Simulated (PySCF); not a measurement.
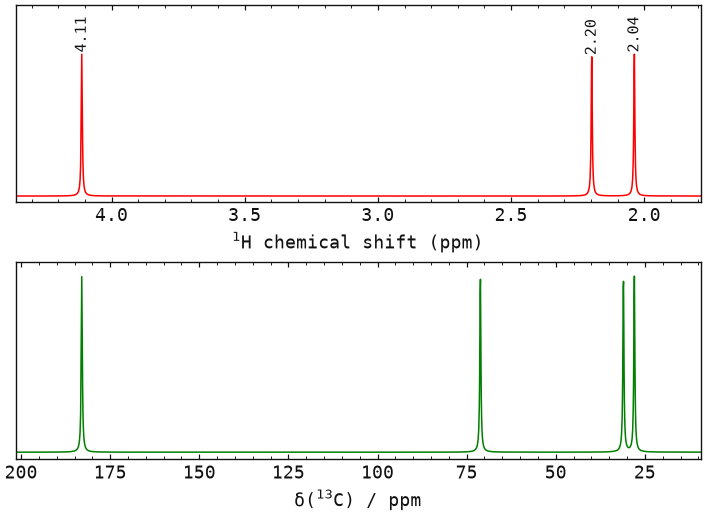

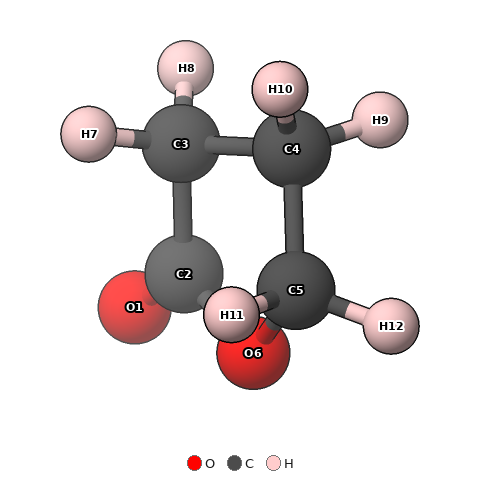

Spectrum and numbered structure of C₄H₆O₂ (gamma-butyrolactone), SMILES O=C1CCCO1. GIAO shifts, B3LYP/pcSseg-2 in PySCF 2.14.0, at a PBE0-D3(BJ)/def2-SVP geometry (no frequency check), against TMS for ¹H and TMS for ¹³C computed at the same level. Gas phase, fully decoupled, line heights follow the number of nuclei, widths are arbitrary (no quadrupolar broadening); values of one conformer, averaged over nuclei that symmetry, rotation about single bonds or ring flips exchange, these motions taken as fast; other conformers aren't averaged in.

Which atoms give which ¹H line?

Answer.
| δ (ppm) | nuclei | atoms |
| --- | --- | --- |
| 4.11 | 2 | H11, H12 |
| 2.20 | 2 | H7, H8 |
| 2.04 | 2 | H9, H10 |

Which atoms give which ¹³C line?

Answer.
| δ (ppm) | nuclei | atoms |
| --- | --- | --- |
| 183.0 | 1 | C2 |
| 71.2 | 1 | C5 |
| 31.0 | 1 | C3 |
| 28.0 | 1 | C4 |
